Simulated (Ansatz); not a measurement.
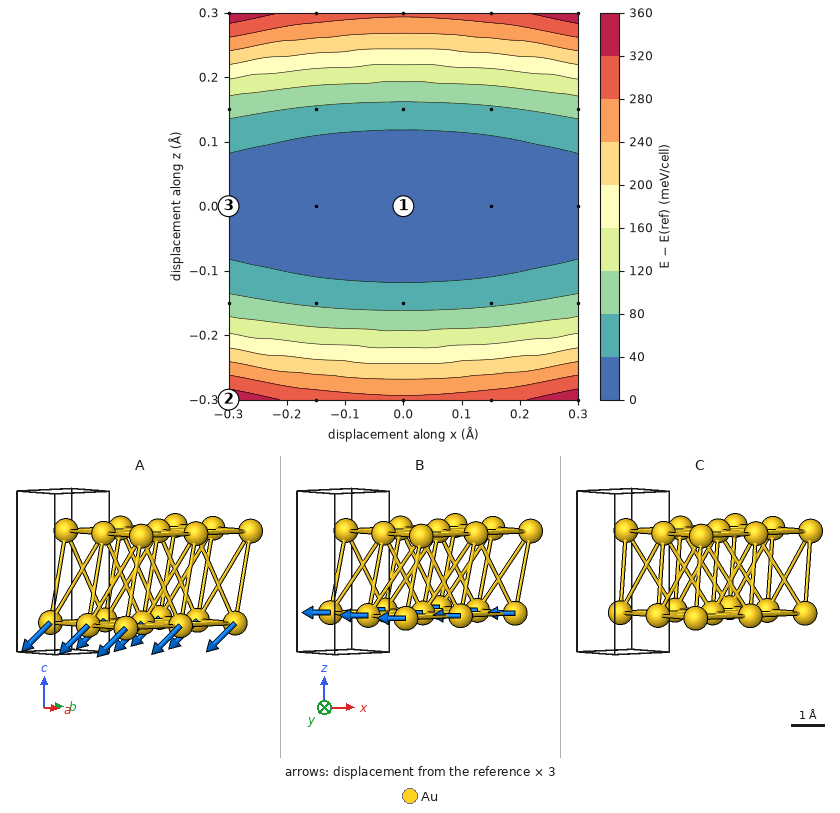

Solid Au (Cmcm): an Au atom (one in each cell of 2 atoms) is moved over the plane of the Cartesian directions x and z, all else fixed. The map is interpolated between the computed points (dots). The frames are shuffled; each belongs to one numbered point. A ball-and-stick model of the cell of the calculation, repeated 3 × 3 × 1 with one cell outlined, seen nearly along the normal of the scanned plane. Blue arrows: displacements from the reference.

The calculation used Ansatz, DFT PBEsol, scalar-relativistic, plane waves, PAW. (plane-wave cutoff 420 eV; k-point mesh 20 × 20 × 10; occupations gaussian; smearing width 0.15 eV; no spin polarisation). Energies (free energies at the smearing named) are counted from the cell as listed in its source, which wasn't relaxed.

Which frame belongs to which numbered point?

Answer. Point 1 is frame C, at (0.00, 0.00) and 0 meV/cell; 2 is frame A, at (−0.30, −0.30) and 349 meV/cell; 3 is frame B, at (−0.30, 0.00) and 18 meV/cell. In pairs of (displacement along x (Å); displacement along z (Å)): the lowest computed point lies at (0.00, 0.00) (0 meV/cell), the highest at (−0.30, −0.30), (−0.30, 0.30), (0.30, −0.30), (0.30, 0.30) (349 meV/cell).  Over the ranges scanned the energy rises more along the second axis, the displacement along z.
